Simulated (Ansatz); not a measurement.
Input

```
crystal:
  lattice:
    - [4.5061138822, 0.0, 0.0]
    - [-2.2530569411, 3.9024090943, 0.0]
    - [0.0, 0.0, 11.2899249424]
  atoms:
    - { symbol: Ti, position: [0.3333333333, 0.6666666667, 0.0824913442] }
    - { symbol: Ti, position: [1.0, 0.0, 0.2503548861] }
    - { symbol: Ti, position: [0.6666666667, 0.3333333333, 0.4178906318] }
    - { symbol: Al, position: [0.0, 0.0, -0.0061811327] }
    - { symbol: Al, position: [0.6666666667, 0.3333333333, 0.1708507251] }
    - { symbol: Al, position: [0.3333333333, 0.6666666667, 0.3392616354] }
    - { symbol: Al, position: [0.3333333333, 0.6666666667, 0.5774050312] }
    - { symbol: Al, position: [1.0, 0.0, 0.7458159416] }
    - { symbol: Al, position: [0.6666666667, 0.3333333333, 0.9228477993] }
    - { symbol: Ti, position: [1.0, 1.0, 0.4987760349] }
    - { symbol: Ti, position: [0.6666666667, 0.3333333333, 0.6663117806] }
    - { symbol: Ti, position: [0.3333333333, 0.6666666667, 0.8341753225] }
basis:
  ecutwfc: 420
kpoints:
  mp_grid: { grid: [21, 21, 6] }
hamiltonian:
  xc: pbe
scf:
  occupations: { method: gaussian, width: 0.1 }
output:
  forces: true
  stress: true
  eigenvalues: true
  write_density: true
  write_potential: true
  elf: true
  volumetric_format: npy
```

Launched as:

```sh
ansatz run input.yaml --threads 2 --pin off --max-ram 5120MiB --backend cpu --events-out ev --progress --plain --runs-dir out
```

Computed without spin polarisation.

Theory: DFT PBE, scalar-relativistic, plane waves, PAW in Ansatz 0.2.0.

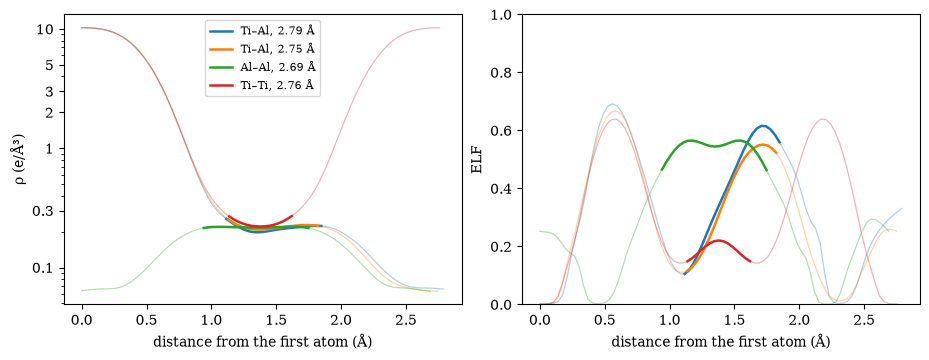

TiAl (interface cell). Valence pseudo-density and electron localisation function along straight lines between neighbouring atoms. Thin, pale parts lie inside the atomic spheres.

In a PAW calculation such maps are meaningful between the atoms, not at the nuclei.

Question: What can be read from the curves?

Answer: Ti–Al (2.79 Å): ρ is about 0.2 e/Å³ halfway; the ELF is about 0.35 at the midpoint.
Ti–Al (2.75 Å): ρ at the midpoint is about 0.21 e/Å³; the ELF is about 0.30 at the midpoint.
Al–Al (2.69 Å): ρ is about 0.22 e/Å³ halfway; the ELF is about 0.55 at the midpoint.
Ti–Ti (2.76 Å): the density is about 0.22 e/Å³ at the midpoint; the ELF is about 0.20 at the midpoint (no localised pair shows between them).
